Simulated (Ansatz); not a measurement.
## Geometry relaxation of Zr$_{16}$S$_{31}$ (part 5 of 5)

The same run, continued: Zr$_{16}$S$_{31}$ (defect cell, 47 atoms in the cell); DFT PBE, scalar-relativistic, plane waves, PAW, no spin polarisation (Ansatz 0.2.0); cutoff 420 eV, 2×2×2 k-mesh, Gaussian smearing of 0.01 eV. The structure derives from a Materials Project entry. It belongs to a series of runs on one base structure; here: S vacancy (site d), charge +0, atoms relaxed at the host's cell.

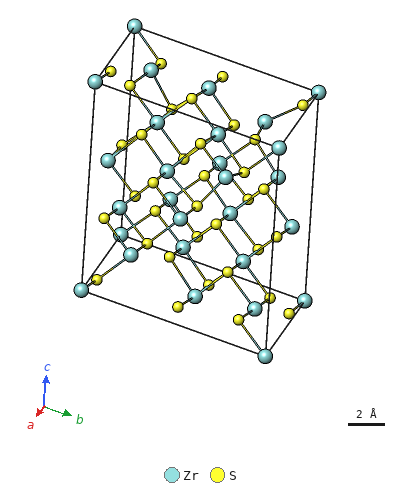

*The geometry at step 9 of the log (ball-and-stick view of the cell of the calculation, seen slightly off an axis).*

Trajectory as extended XYZ, continued:
```
47
Lattice="-7.3704 -6.3830 6.7579 7.3704 -6.3830 -6.7579 7.3704 6.3830 6.7579" Properties=species:S:1:pos:R:3:forces:R:3 step=9 energy=-94977.68394
Zr    1.8645   -9.6080   -0.0514   -0.0012   0.0010   0.0008
Zr    0.0744   -6.4501   -0.0810    0.0000  -0.0001  -0.0002
Zr   -1.8645   -3.2250    6.7065    0.0012   0.0010   0.0008
Zr    3.6852   -6.4146   -0.0982    0.0000   0.0012   0.0014
Zr    1.9248   -3.1931   -0.0699   -0.0005   0.0002   0.0005
Zr    1.7887   -3.0982    6.7120    0.0002  -0.0004   0.0004
Zr   -0.0067    0.0006    0.0159   -0.0019  -0.0005  -0.0003
Zr   -0.0744   -0.0671    6.6769    0.0000  -0.0001  -0.0002
Zr    5.4456   -3.1931   -0.0699    0.0005   0.0002   0.0005
Zr    5.5818   -3.0982    6.7120   -0.0002  -0.0004   0.0004
Zr    3.6852    0.0057   -0.0268    0.0000  -0.0021   0.0011
Zr    3.6852    0.0307    6.7535    0.0000   0.0003   0.0015
Zr    8.9378   -3.3459    0.2811    0.0042   0.0012   0.0024
Zr    7.3771    0.0006    0.0159    0.0019  -0.0005  -0.0003
Zr    5.8031    3.0371    7.0390   -0.0042   0.0012   0.0024
Zr   11.0556    0.3262    0.2858    0.0000   0.0015   0.0008
S     1.9344   -5.3403    5.3782    0.0004   0.0017   0.0009
S     7.2929    4.2021    5.3685    0.0000  -0.0019  -0.0001
S     5.4361   -5.3403    5.3782   -0.0004   0.0017   0.0009
S     3.6852   -2.0664    5.2846    0.0000   0.0006   0.0010
S     3.6852   -2.1141   -1.5438    0.0000  -0.0004   0.0000
S     1.8286    1.1770    5.3658   -0.0012  -0.0015  -0.0010
S    -5.5611   -5.3551    5.2704    0.0001  -0.0014  -0.0007
S     7.3754   -2.1327    5.2093   -0.0025  -0.0002   0.0000
S     7.4479   -2.1808   -1.3894    0.0000  -0.0019  -0.0001
S     5.5418    1.1770    5.3658    0.0012  -0.0015  -0.0010
S    -1.8093   -5.3551    5.2704   -0.0001  -0.0014  -0.0007
S     3.6852   -8.5453   -1.5349    0.0000  -0.0001  -0.0011
S     1.8441   -5.3183   -1.5351    0.0006  -0.0013   0.0007
S    -0.0050   -2.1327    5.2093    0.0025  -0.0002   0.0000
S     5.5263   -5.3183   -1.5351   -0.0006  -0.0013   0.0007
S     1.8610   -7.4639    1.4028    0.0012  -0.0001  -0.0018
S     0.1678   -4.3574    1.5668    0.0000   0.0002  -0.0009
S     5.5094   -7.4639    1.4028   -0.0012  -0.0001  -0.0018
S     3.6852   -4.2908    1.4081    0.0000   0.0006  -0.0002
S     1.8585   -1.0808    1.4228    0.0011   0.0014   0.0010
S     1.8186   -1.0495    8.1879    0.0001  -0.0003  -0.0013
S     0.0077  -10.6200    1.4254    0.0001   0.0008   0.0009
S     7.2026   -4.3574    1.5668    0.0000   0.0002  -0.0009
S     5.5119   -1.0808    1.4228   -0.0011   0.0014   0.0010
S     5.5518   -1.0495    8.1879   -0.0001  -0.0003  -0.0013
S    -3.6852   -4.2585    8.1868    0.0000   0.0000   0.0011
S     3.6852    2.1992    8.1954    0.0000  -0.0005  -0.0012
S     9.2736   -1.0955    1.4324   -0.0024   0.0004  -0.0021
S    -0.0077   -4.2371    8.1833   -0.0001   0.0008   0.0009
S    12.8376   -1.0955    1.4324    0.0024   0.0004  -0.0021
S     3.6852   -4.0605    8.3347    0.0000   0.0006  -0.0030
```

Key numbers:

```csv
quantity,value
outcome,converged
electrons treated,378
free energy,−94977.6839 eV
Fermi energy,6.131 eV
gap on the k-point mesh,none (metallic)
final volume,1271.71 Å³
largest force (length of the vector) at the end,0.005 eV/Å
hardware,"4 threads of Arm Neoverse V2, 24 GiB of memory available, shared host"
wall time,11 min (CPU time 41 min)
peak memory,5.1 GiB
```

Notes:

The program warns: the exchange-correlation potential is rough where the density is thin.
